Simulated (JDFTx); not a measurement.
**A series of single points on WSi₂**

System: WSi₂ (I4/mmm, 3 atoms in the cell).
Method: Kohn-Sham DFT of a periodic cell, PBEsol, PseudoDojo-SR-PBEsol-0.4.1-standard, no spin polarisation (JDFTx 1.7.0 (patched build)).

The 7 runs differ only in the geometry, by an even scaling of the cell at fixed fractional positions. The structure derives from an entry of the Crystallography Open Database.

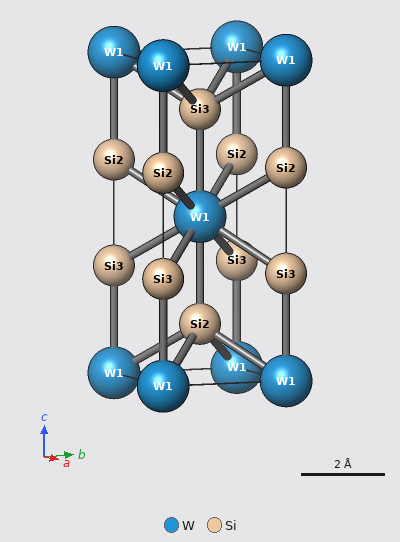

Figure 1. The structure of run 4 (ball-and-stick view of the cell 2 times as large as that of the calculation, set on its symmetry axes, seen slightly off an axis; atoms are numbered from 1 in the order of the input). An atom can appear more than once, as a periodic image.

### Input of run 4
```
lattice \
   -3.0366009097     3.0366009097     3.0366009097 \
    3.0366009097    -3.0366009097     3.0366009097 \
    7.3981832916     7.3981832916    -7.3981832916
coords-type Lattice
ion W      0.0000000000     0.0000000000     0.0000000000 1
ion Si     0.6653000000     0.6653000000     0.0000000000 1
ion Si     0.3347000000     0.3347000000     0.0000000000 1

ion-species pseudo/W.upf
ion-species pseudo/Si.upf
elec-cutoff 37 296
elec-ex-corr gga-PBEsol
kpoint-folding 12 12 12
elec-smearing Fermi 0.0018374661
elec-n-bands 17
electronic-SCF nIterations 100 energyDiffThreshold 1e-09
electronic-minimize nIterations 30 energyDiffThreshold 1e-7
forces-output-coords Cartesian

dump-name run.$VAR
dump End Ecomponents EigStats BandEigs Kpoints Forces Stress ElecDensity Dtot KEdensity
```

Command:
```bash
jdftx -c 1 -i Si2W.in -o Si2W.out
```

Run 5 differs from it as follows:
```diff
-   -3.0366009097     3.0366009097     3.0366009097 \
-    3.0366009097    -3.0366009097     3.0366009097 \
-    7.3981832916     7.3981832916    -7.3981832916
+   -3.0567114356     3.0567114356     3.0567114356 \
+    3.0567114356    -3.0567114356     3.0567114356 \
+    7.4471793108     7.4471793108    -7.4471793108
```

### Results, with one run withheld

| run | volume per atom (Å³) | free energy per atom, from the lowest run given (meV) | pressure (GPa) |
| --- | --- | --- | --- |
| 1 | 12.670 | 28.59 | 14.08 |
| 2 | 12.939 | 9.92 | 8.15 |
| 3 | 13.209 | 0.71 | 2.82 |
| 4 | 13.479 | 0.00 | −1.96 |
| 5 | 13.748 | ? | ? |
| 6 | 14.018 | 20.67 | −10.10 |
| 7 | 14.287 | 40.57 | −13.55 |

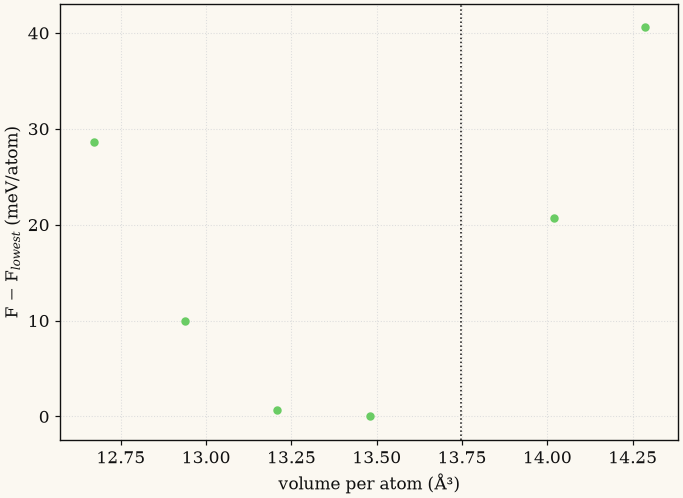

Figure 2. Free energy per atom of the runs given; the dotted line marks run 5.

Estimate the energy of run 5 from the others.

A cubic polynomial in V^(−2/3) (the Birch–Murnaghan form), fitted to the 6 runs given, misses them by at most 0.02 meV per atom. With x = V^(−2/3) − 0.17713 Å⁻², it reads F = −0.56826 − 585.3 x + 6.9848e+05 x² + 6.6517e+05 x³ (meV per atom). At run 5 it gives 6.89 meV per atom, and the run itself gives 6.92. The slope of the fit gives a pressure −dF/dV of −6.22 GPa there, and the run prints −6.25 GPa. The fit has its minimum at 13.367 Å³ per atom, where V d²F/dV² gives 235 GPa. Cell shape and fractional positions are held, so this is the stiffness under even scaling; the relaxed bulk modulus wasn't computed.

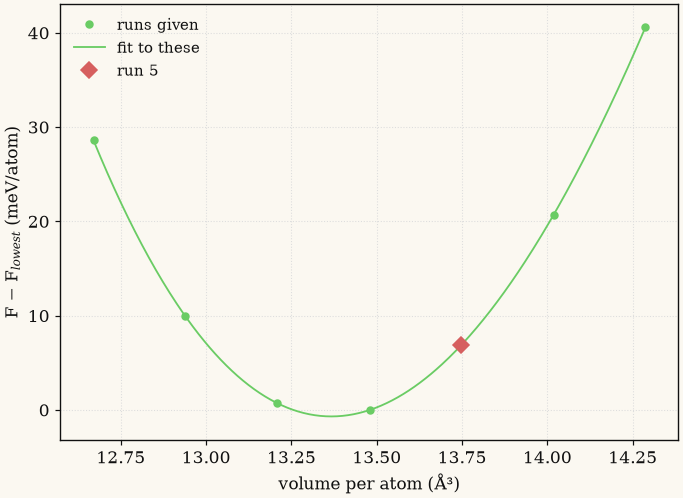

Figure 3. The fit and the withheld run.

### Some lines of the output (run 5)
```
[...]
unit cell volume = 278.33
     Etot =      -77.0700982676731599
        F =      -77.0701726134969221
	HOMO-LUMO gap: +0.002274
	Optical gap  : +0.015074 at state 152 ( [ +0.333333 +0.500000 -0.416667 ] spin 0 )
```

Notes: Spin–orbit coupling is left out, which matters for W.
